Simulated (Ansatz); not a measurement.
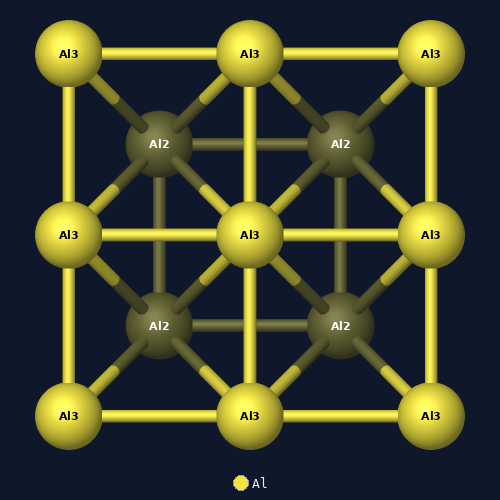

The system is H on an Al(100) slab cut from the Fm-3m phase, its upper half relaxed before the scan (3 atoms of substrate and one adsorbate in a 1 × 1 cell); the picture shows it without the atoms that are moved over the map. 
- H is moved over the surface cell; relaxed at each place: the height of the adsorbate's atoms; substrate rigid; the origin of the map has the adsorbate above Al3.
- Places are given modulo a cell vector. The map is drawn in real space over the plane of the surface.
- The grid has 6 × 6 points; 10 points were computed and 26 follow by symmetry.
- Energies are in meV, from the lowest grid point.
- With one adsorbate in each 1 × 1 cell, its nearest image is 2.9 Å away, so neighbouring adsorbates interact.
- The calculation used Ansatz 0.2.0, DFT PBE, scalar-relativistic, plane waves, PAW. Settings: cutoff 420 eV, k-mesh 9×9×1, gaussian smearing 0.1 eV, no spin polarisation.

Range: position of H4 along the first surface vector from 0.000 to 0.833; position of H4 along the second surface vector from 0.000 to 0.833.

Q: Predict the map.

A: The lowest grid point is at a bridge site between two Al atoms, (0/6, 3/6) of the cell vectors; the map holds 2 wells of about this depth. It is the only kind of minimum in the scanned range. The highest grid point, a fourfold hollow over a second-layer Al atom, (3/6, 3/6) of the cell vectors, lies 400 meV above the lowest. On the interpolated surface the easiest way out of the lowest well to a well of about the same depth near a bridge site between two Al atoms, (3/6, 0/6) of the cell vectors passes a barrier of about 240 meV. At the lowest point the adsorbate has 2 Al at 1.80 Å as nearest neighbours, at the highest 4 Al at 2.17 Å. Its relaxed height above the top atom is 1.09 Å at the lowest and 0.78 Å at the highest point.

```
second ↓, first →  0/6  1/6  2/6  3/6  4/6  5/6
              5/6  294  278  203   70  203  278
              4/6  180  203  245  258  245  203
              3/6    0   70  258  400  258   70
              2/6  180  203  245  258  245  203
              1/6  294  278  203   70  203  278
              0/6  316  294  180    0  180  294
```

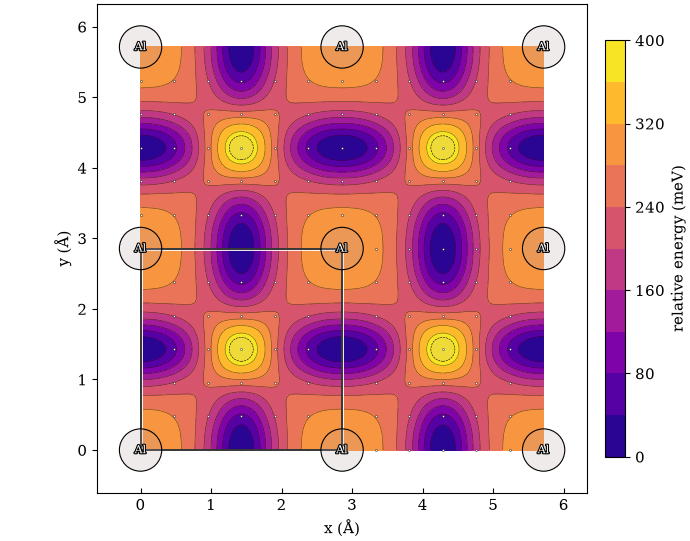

The picture shows filled contours, dots at the grid points, labelled circles for the atoms of the top layer and small ones for the second layer, the outline of one cell of the 2 × 2 shown. Between grid points the surface is interpolated.

Time for the 10 points that were run: 3.2 min on 1 thread of Arm Neoverse V2 (shared host).

PAW datasets: the set soft_1.
